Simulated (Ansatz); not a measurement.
System: GeS (slab).

Input

```
crystal:
  lattice:
    - [4.5471733326, 0.0, 0.0]
    - [0.0, 10.8318789102, 0.0]
    - [0.0, 0.0, 27.5639802737]
  atoms:
    - { symbol: Ge, position: [0.1357285455, 0.1281668055, 0.2720942304] }
    - { symbol: Ge, position: [0.3642714545, 0.6281668055, 0.2720942304] }
    - { symbol: S, position: [0.5131984532, 0.844567574, 0.2720942304] }
    - { symbol: S, position: [0.9868015468, 0.344567574, 0.2720942304] }
    - { symbol: Ge, position: [0.8642714545, 0.8718331945, 0.3372101646] }
    - { symbol: Ge, position: [0.6357285455, 0.3718331945, 0.3372101646] }
    - { symbol: S, position: [0.4868015468, 0.155432426, 0.3372101646] }
    - { symbol: S, position: [0.0131984532, 0.655432426, 0.3372101646] }
    - { symbol: Ge, position: [0.1357285455, 0.1281668055, 0.4023260988] }
    - { symbol: Ge, position: [0.3642714545, 0.6281668055, 0.4023260988] }
    - { symbol: S, position: [0.5131984532, 0.844567574, 0.4023260988] }
    - { symbol: S, position: [0.9868015468, 0.344567574, 0.4023260988] }
    - { symbol: Ge, position: [0.8642714545, 0.8718331945, 0.4674420329] }
    - { symbol: Ge, position: [0.6357285455, 0.3718331945, 0.4674420329] }
    - { symbol: S, position: [0.4868015468, 0.155432426, 0.4674420329] }
    - { symbol: S, position: [0.0131984532, 0.655432426, 0.4674420329] }
    - { symbol: Ge, position: [0.1357285455, 0.1281668055, 0.5325579671] }
    - { symbol: Ge, position: [0.3642714545, 0.6281668055, 0.5325579671] }
    - { symbol: S, position: [0.5131984532, 0.844567574, 0.5325579671] }
    - { symbol: S, position: [0.9868015468, 0.344567574, 0.5325579671] }
    - { symbol: Ge, position: [0.8642714545, 0.8718331945, 0.5976739012] }
    - { symbol: Ge, position: [0.6357285455, 0.3718331945, 0.5976739012] }
    - { symbol: S, position: [0.4868015468, 0.155432426, 0.5976739012] }
    - { symbol: S, position: [0.0131984532, 0.655432426, 0.5976739012] }
    - { symbol: Ge, position: [0.1357285455, 0.1281668055, 0.6627898354] }
    - { symbol: Ge, position: [0.3642714545, 0.6281668055, 0.6627898354] }
    - { symbol: S, position: [0.5131984532, 0.844567574, 0.6627898354] }
    - { symbol: S, position: [0.9868015468, 0.344567574, 0.6627898354] }
    - { symbol: Ge, position: [0.8642714545, 0.8718331945, 0.7279057696] }
    - { symbol: Ge, position: [0.6357285455, 0.3718331945, 0.7279057696] }
    - { symbol: S, position: [0.4868015468, 0.155432426, 0.7279057696] }
    - { symbol: S, position: [0.0131984532, 0.655432426, 0.7279057696] }
basis:
  ecutwfc: 500
kpoints:
  mp_grid: { grid: [6, 3, 1] }
hamiltonian:
  xc: r2scan
scf:
  occupations: { method: gaussian, width: 0.05 }
output:
  forces: true
  eigenvalues: true
  write_density: true
  write_potential: true
  elf: true
  volumetric_format: npy
relax:
  adjacent_minimum: "off"
  f_tol: 0.02
  max_steps: 60
efield:
  axis: 3
  dipole_correction: true
  ramp_width: 0.04
```

Run with:

```sh
ansatz run input.yaml --threads 4 --pin off --max-ram 10240MiB --backend cpu --events-out ev --progress --plain --runs-dir out
```

The fields are those of the run's last geometry, not of the input's.

The calculation used DFT r2SCAN, scalar-relativistic, plane waves, PAW (Ansatz 0.2.0).

Predict the valence pseudo-density and electron localisation function between the atoms.

Answer. Ge–S (2.45 Å): ρ at the midpoint is about 0.5 e/Å³; the ELF peaks at about 0.90 in the valence shell of S, 0.8 Å from its nucleus, and is about 0.65 at the midpoint.

Does the calculation make it a metal, or give it a gap?

Answer. It is gapped, with a Kohn–Sham gap of 0.91 eV on the k-point mesh, an upper bound to the gap of this method.

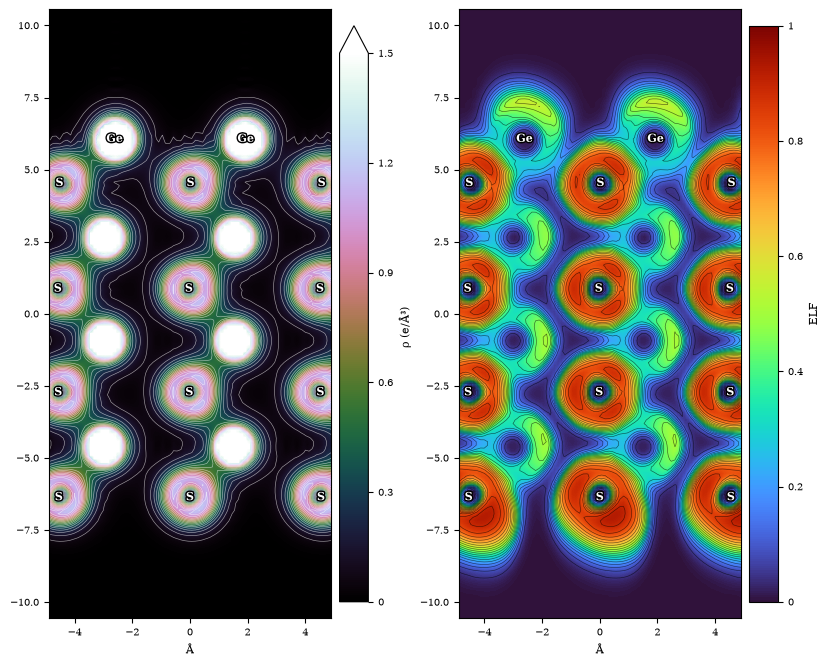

Computed valence pseudo-density and electron localisation function on the (010) plane of the calculation cell, a cut from vacuum to vacuum, in this order. Atoms just off the plane (Ge, 0.3 Å away) can leave unmarked features too.

Core electrons are frozen (PAW), and the valence fields are smoothed inside the atomic spheres.
